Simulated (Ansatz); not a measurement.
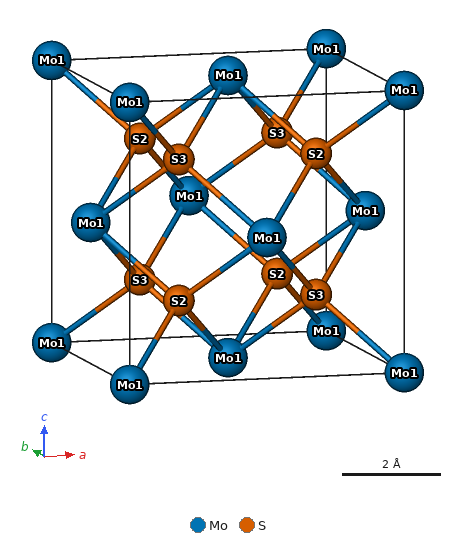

Fig. 1: The structure as given in the input (ball-and-stick view of the cell 4 times as large as that of the calculation, set on its symmetry axes, seen slightly off an axis; atoms are numbered from 1 in the order of the input). An atom can appear more than once, as a periodic image.

# Run report: MoS$_{2}$, single-point calculation

The run: single-point calculation of MoS$_{2}$ (3 atoms in the cell). Method and program: DFT, r2SCAN, plane waves, PAW, no spin polarisation (Ansatz 0.2.0).

The structure was built on a prototype by a generator. Some settings of this run were made unusual or wrong on purpose. The geometry comes from this level: r2SCAN. Figures and captions count atoms from 1; the log counts them from 0 in places.

**Input**
```yaml
crystal:
  lattice:
    - [0.0, 2.9323968553, 2.9323968553]
    - [2.9323968553, 0.0, 2.9323968553]
    - [2.9323968553, 2.9323968553, 0.0]
  atoms:
    - { symbol: Mo, position: [0.0, 0.0, 0.0] }
    - { symbol: S, position: [0.25, 0.25, 0.25] }
    - { symbol: S, position: [0.75, 0.75, 0.75] }
kpoints:
  mp_grid: { grid: [1, 1, 1] }
hamiltonian:
  xc: r2scan
scf:
  occupations: { method: fermi_dirac, width: 0.02 }
output:
  optics:
    e_range: [0.5, 10]
    de: 0.1
    sigma: 0.15
    scissors: 0
    scheme: fermi_dirac
    drude_damping: 0.02
    bands: scf
```

Launched with:
```bash
ansatz run input.yaml --threads 4 --pin off --max-ram 3686MiB --backend cpu --events-out ev --progress --plain --runs-dir out
```

**Output**
```
Engine: ansatz 0.2.0, aarch64-unknown-linux-gnu
Pseudopotentials: kind: paw
Pseudopotential: Mo, paw, valence charge 14, recommended cutoff 500 eV (meta_gga), Mo.paw.azcp
Pseudopotential: S, paw, valence charge 6, recommended cutoff 500 eV (meta_gga), S.paw.azcp
Functional definition: r2SCAN
  parameter k0 = 0.174
  parameter k1 = 0.065
  parameter a1 = 4.9479
  exchange = r2scan_x(k0 = k0, k1 = k1, a1 = a1)
  correlation = r2scan_c
Crystal: 3 atoms, lattice volume = 50.431 Å³
Basis set: ecut = 500 eV, 1243 PW (Γ), exchange–correlation on 128×128×128 points (64 copies of the dense FFT grid, shifted against one another)
Bands: 17, of which v1, the nominal top of the filled ones, is band 13 counted from 1 (12 counted from 0)
Symmetry: 48 space group operations
Space group: Fm-3m (ITA 225), of the structure as read, at distance tolerance 3.7e-5 Å
k-points: 1
Non-local potential: Mo, projectors of the file, l = 0: 3, l = 1: 2, l = 2: 2, l = 3: 1
Non-local potential: S, projectors of the file, l = 0: 2, l = 1: 2, l = 2: 2
PAW form: soft (Blöchl's): semilocal exchange-correlation on the pseudo side does not see the compensation charge
PAW frozen core: Mo, regenerated for the run's functional (the file was generated under x = pbe(κ = 0.804, μ = 0.2195149727645171), c = pbe(β = 0.06672455060314922))
PAW frozen core: S, regenerated for the run's functional (the file was generated under x = pbe(κ = 0.804, μ = 0.2195149727645171), c = pbe(β = 0.06672455060314922))
PAW one-centre angular grid: Mo, 590 points (default); XC on 160 Gauss nodes
PAW one-centre angular grid: S, 302 points (default); XC on 160 Gauss nodes
Initial density: superposition of atomic densities (neutral atoms: chi_scale 0, normalization atom), corrected by the library's trained network
Initial wavefunctions: pseudopotential atomic-orbital guess
Functional: x = r2scan, c = r2scan; τ floored in thin density (d = 2e-4 eV/Å³)
SCF iter   1: F=—  HF=-6775.168051 eV  |F-HF|=—  |Δ(HF+E_count)|=         —  Δρ=5.20e-2  dr2=6.79e-1  dr2_τ=1.05e-1  ethr=1.77e-3  ⟨swp⟩=6.0  Hψ=80  notcnv=0
preconditioner: auto → LDOS  [insulator: Δε(μ)=5.070 eV  Ē_g=9.515 eV  σ=0.020 eV  W_gap=0.67  n_scr=14 (ndim 8)  ℏωp=22.2 eV  f_vac=0.024  D(μ)=66.67/eV (n_scr^D=3142)  ε∞_Penn≈6.4  β→1.0]
SCF iter   2: F=—  HF=-6775.650254 eV  |F-HF|=—  |Δ(HF+E_count)|=   4.82e-1  Δρ=1.11e-1  dr2=1.06e1  dr2_τ=6.97e-1  ethr=1.77e-3  ⟨swp⟩=2.0  Hψ=40  notcnv=0  recentre
SCF iter   3: F=—  HF=-6775.421526 eV  |F-HF|=—  |Δ(HF+E_count)|=   2.29e-1  Δρ=3.64e-2  dr2=5.06e-1  dr2_τ=2.23e-2  ethr=1.77e-3  ⟨swp⟩=2.0  Hψ=33  notcnv=0
SCF iter   4: F=—  HF=-6775.433573 eV  |F-HF|=—  |Δ(HF+E_count)|=   1.20e-2  Δρ=1.67e-2  dr2=2.37e-1  dr2_τ=1.23e-2  ethr=1.77e-3  ⟨swp⟩=2.0  Hψ=28  notcnv=0
SCF iter   5: F=—  HF=-6775.416373 eV  |F-HF|=—  |Δ(HF+E_count)|=   1.72e-2  Δρ=1.22e-2  dr2=1.34e-1  dr2_τ=7.20e-3  ethr=9.13e-4  ⟨swp⟩=1.0  Hψ=17  notcnv=0
SCF iter   6: F=—  HF=-6775.404783 eV  |F-HF|=—  |Δ(HF+E_count)|=   1.16e-2  Δρ=8.76e-3  dr2=7.04e-2  dr2_τ=3.39e-3  ethr=5.15e-4  ⟨swp⟩=1.0  Hψ=17  notcnv=0
SCF iter   7: F=—  HF=-6775.392484 eV  |F-HF|=—  |Δ(HF+E_count)|=   1.23e-2  Δρ=1.61e-3  dr2=5.99e-4  dr2_τ=9.28e-5  ethr=2.71e-4  ⟨swp⟩=2.0  Hψ=25  notcnv=0
SCF iter   8: F=—  HF=-6775.393435 eV  |F-HF|=—  |Δ(HF+E_count)|=   9.51e-4  Δρ=7.06e-4  dr2=9.53e-5  dr2_τ=1.60e-5  ethr=2.30e-6  ⟨swp⟩=2.0  Hψ=38  notcnv=0
SCF iter   9: F=—  HF=-6775.394132 eV  |F-HF|=—  |Δ(HF+E_count)|=   6.97e-4  Δρ=1.43e-3  dr2=1.83e-3  dr2_τ=8.96e-5  ethr=3.66e-7  ⟨swp⟩=2.0  Hψ=30  notcnv=0  recentre
SCF iter  10: F=—  HF=-6775.393858 eV  |F-HF|=—  |Δ(HF+E_count)|=   2.74e-4  Δρ=5.30e-4  dr2=2.20e-4  dr2_τ=1.19e-5  ethr=3.66e-7  ⟨swp⟩=2.0  Hψ=30  notcnv=0
SCF iter  11: F=—  HF=-6775.393854 eV  |F-HF|=—  |Δ(HF+E_count)|=   4.67e-6  Δρ=1.57e-4  dr2=2.04e-5  dr2_τ=1.60e-6  ethr=3.66e-7  ⟨swp⟩=2.0  Hψ=27  notcnv=0
SCF iter  12: F=—  HF=-6775.393855 eV  |F-HF|=—  |Δ(HF+E_count)|=   1.74e-6  Δρ=5.36e-5  dr2=2.06e-6  dr2_τ=2.60e-7  ethr=7.83e-8  ⟨swp⟩=2.0  Hψ=19  notcnv=0
SCF iter  13: F=—  HF=-6775.393843 eV  |F-HF|=—  |Δ(HF+E_count)|=   1.22e-5  Δρ=3.94e-5  dr2=1.22e-6  dr2_τ=2.56e-8  ethr=7.94e-9  ⟨swp⟩=1.0  Hψ=17  notcnv=0
SCF iter  14: F=—  HF=-6775.393843 eV  |F-HF|=—  |Δ(HF+E_count)|=   1.14e-7  Δρ=1.37e-5  dr2=1.58e-7  dr2_τ=2.45e-9  ethr=4.68e-9  ⟨swp⟩=1.0  Hψ=17  notcnv=0
SCF iter  15: F=—  HF=-6775.393843 eV  |F-HF|=—  |Δ(HF+E_count)|=   2.14e-8  Δρ=3.46e-6  dr2=1.06e-8  dr2_τ=1.95e-10  ethr=6.09e-10  ⟨swp⟩=1.0  Hψ=17  notcnv=0
SCF iter  16: F=—  HF=-6775.393843 eV  |F-HF|=—  |Δ(HF+E_count)|=   1.30e-9  Δρ=3.08e-7  dr2=4.03e-11  dr2_τ=3.32e-12  ethr=4.06e-11  ⟨swp⟩=2.0  Hψ=19  notcnv=0
SCF iter  17: F=-6775.393843 eV  HF=-6775.393843 eV  |F-HF|=6.37e-12  |Δ(HF+E_count)|=  7.28e-11  Δρ=1.00e-7  dr2=6.43e-12  dr2_τ=4.88e-13  ethr=1.00e-12  ⟨swp⟩=3.0  Hψ=45  notcnv=0
SCF 1 converged in 17 iterations: F = -6775.393843 eV  dr2 = 6.43e-12
  greatest PAW one-centre occupation: 0.997 electrons in one spin orbital (limit 2), on the Mo atom at site 0 (counted from 0), in its partial waves of l = 0
```

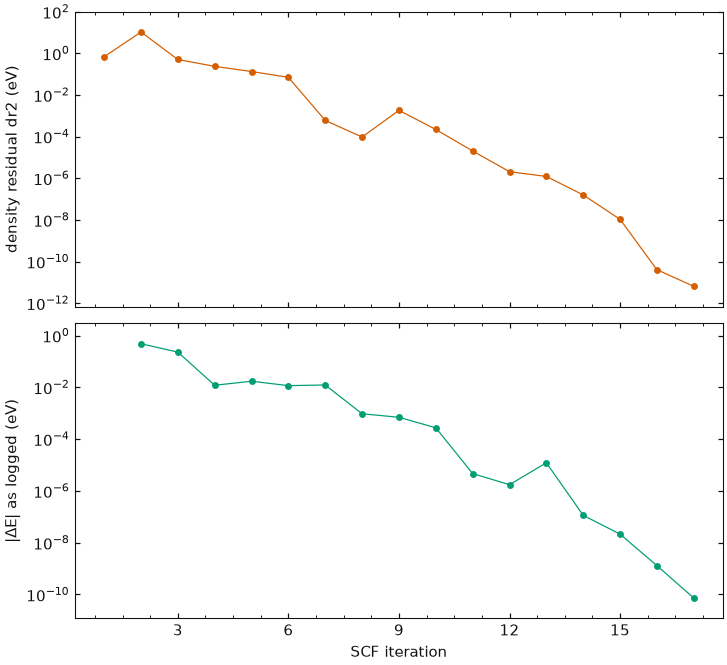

Fig. 2: Convergence of the self-consistent field: density residual dr2 and size of the energy change against the SCF iteration. The residual falls unevenly and jumps up by a factor of two or more 2 times on the way down.

```
Optics k sum: 0 of 1 k-points
Optics k sum: 1 of 1 k-points
Optics k sum: 0 of 1 k-points
Optics k sum: 1 of 1 k-points
Optics k sum: 0 of 1 k-points
Optics k sum: 1 of 1 k-points
Optics k sum: 0 of 1 k-points
Optics k sum: 1 of 1 k-points
Optics k sum: 0 of 1 k-points
Optics k sum: 1 of 1 k-points
Optics k sum: 0 of 1 k-points
Optics k sum: 1 of 1 k-points
SCF converged after 17 iterations
Free energy (F): -6775.393843 eV
Harris-Foulkes:  -6775.393843 eV  (|F-HF|=6.37e-12)
Internal energy: -6775.316100 eV  (E = F + TS)
E sigma→0 (E₀):  -6775.354971 eV
Entropy (-TS):   -0.077744 eV (-25.915 meV/atom)
Fermi energy:    11.400523 eV
--- Per-component energies (eV) ---
  E_band       = -124.498966
  E_kinetic    = 664.626448
  E_local      = -1395.525349  (includes V_loc(G=0)·N_el)
  E_nonlocal   = 199.710393
  E_hartree    = 490.969054
  E_xc         = -362.813939
  E_vxc        = -445.974396  (∫ρ·V_xc dr)
  E_paw        = -4436.286870  (= ΣΔE_a)
  E_vpaw       = -154.881547  (= ΣTr[D̂ρ^β])
  E_aug_tail   = 0.000005  (compensation charges beyond the density's cutoff)
  E_vtau       = 25.607278  (kinetic-family band-sum trace: ∫τ·v_τ [+ j·A + Jᵃ·Aᵃ] dr)
  E_ewald      = -1935.555105
  E_core_change = -0.440737  (= ΣΔE_core)
  E_smearing   = -0.077744  (= −TS)
  E_closure    = -0.000000  (closes the sum)
  Σ components = -6775.393843   (vs F -6775.393843, Δ=0.00e0)
--- Band table (eV) ---
  k-point 0: bands = ["-50.3052", "-23.6952", "-23.6952", "-23.6952", "-4.1319", "0.6285", "5.7687", "5.7687", "5.7687", "11.2826", "11.2826", "11.3865", "11.3865", "11.3865", "16.8858", "16.8858", "16.8858"]
```

**File optics_head.txt**
```
# E[eV]	eps2_interband_xx	eps2_interband_yy	eps2_interband_zz	eps2_interband_xy	eps2_interband_xz	eps2_interband_yz	eps1_interband_xx	eps1_interband_yy	eps1_interband_zz	eps1_interband_xy	eps1_interband_xz	eps1_interband_yz	eps2_xx	eps2_yy	eps2_zz	eps2_xy	eps2_xz	eps2_yz	eps1_xx	eps1_yy	eps1_zz	eps1
# format = ansatz-optics/6
# intraband_term = drude
# n_periodic_directions = 3
# eps1_interband_at_0(xx yy zz xy xz yz) = 153.419698 153.419698 153.419698 -0.000000 -0.000000 0.000000
# k_sum = mesh_cells
# eps2_relative_error = 0.1609
# drude_weight_relative_error = 0.1338
# eps1_interband_at_0_relative_error = 0.3554
# f_sum_interband_n_eff(xx yy zz) = 9.675181 9.675181 9.675181
# f_sum_interband_n_eff_momentum_only(xx yy zz) = 8.491134 8.491134 8.491134
# fermi_ev = 12.253998
# fermi_mp_grid = 1 1 1
# fermi_mp_shift = 0 0 0
# occupation_method = fermi_dirac
# smearing_width_ev = 2e-2
# drude_damping_ev = 2e-2
# drude_plasma_energy_squared_ev2(xx yy zz xy xz yz) = 26.561816 26.561816 26.561816 0.000000 0.000000 -0.000000
# drude_plasma_energy_ev(xx yy zz) = 5.153816 5.153816 5.153816
# f_sum_intraband_n_eff(xx yy zz) = 0.971497 0.971497 0.971497
# unresolved_interband_energy_squared_ev2(xx yy zz xy xz yz) = 0.000000 0.000000 0.000000 0.000000 0.000000 0.000000
# f_sum_unresolved_interband_n_eff(xx yy zz) = 0.000000 0.000000 0.000000
# f_sum_n_eff(xx yy zz) = 10.646678 10.646678 10.646678 of n_electrons = 26.000000
# loss_f_sum_n_eff(xx yy zz) = 10.614802 10.614802 10.614802
# perfect_screening_sum(xx yy zz) = 1.000000 1.000000 1.000000
# perfect_screening_sum_on_rows(xx yy zz) = 0.999979 0.999979 0.999979
# perfect_screening_limit(xx yy zz) = 1.000000 1.000000 1.000000
# the maxima of the summed bands' own loss function (the loss_summed_bands columns) are measured between the rows too: peak_sampling_summed_bands says what part of their heights the rows count for, and missed_extrema_summed_bands lists those of which they count for under four fifths, the half width
# peak_sampling_summed_bands_xx(least_part_sampled least_sampled_at_ev n_extrema n_missed) = 9.703863e-1 1.7755829642923557 5 0
# peak_sampling_summed_bands_yy(least_part_sampled least_sampled_at_ev n_extrema n_missed) = 9.703863e-1 1.7755829642923555 5 0
# peak_sampling_summed_bands_zz(least_part_sampled least_sampled_at_ev n_extrema n_missed) = 9.703863e-1 1.7755829642923557 5 0
# n_bands = 17
# the loss_summed_bands columns' heights are not shown to be converged in n_bands (the SCF's count)
# valid_up_to_ev = 1.803661
# evaluated_top_ev = 70.400000
# all_electron_strengths = true
```

**What the run reported**

| quantity | value |
| --- | --- |
| outcome | converged |
| space group (tolerance 0.01 Å) | Fm-3m (225) |
| electrons treated | 26 |
| free energy | −6775.3938 eV |
| Fermi energy | 11.401 eV |
| band gap | none (metallic) |
| hardware | 4 threads of Arm Neoverse V2, 24 GiB of memory available, shared host |
| wall time | 3.7 s (CPU time 9.4 s) |
| peak memory | 0.54 GiB |

**Diagnosis**

Some settings of this run were drawn to be unusual or wrong. It converged; results that depend on the unusual settings are not reference values. The program warns: the optical spectrum is taken on partly filled bands.
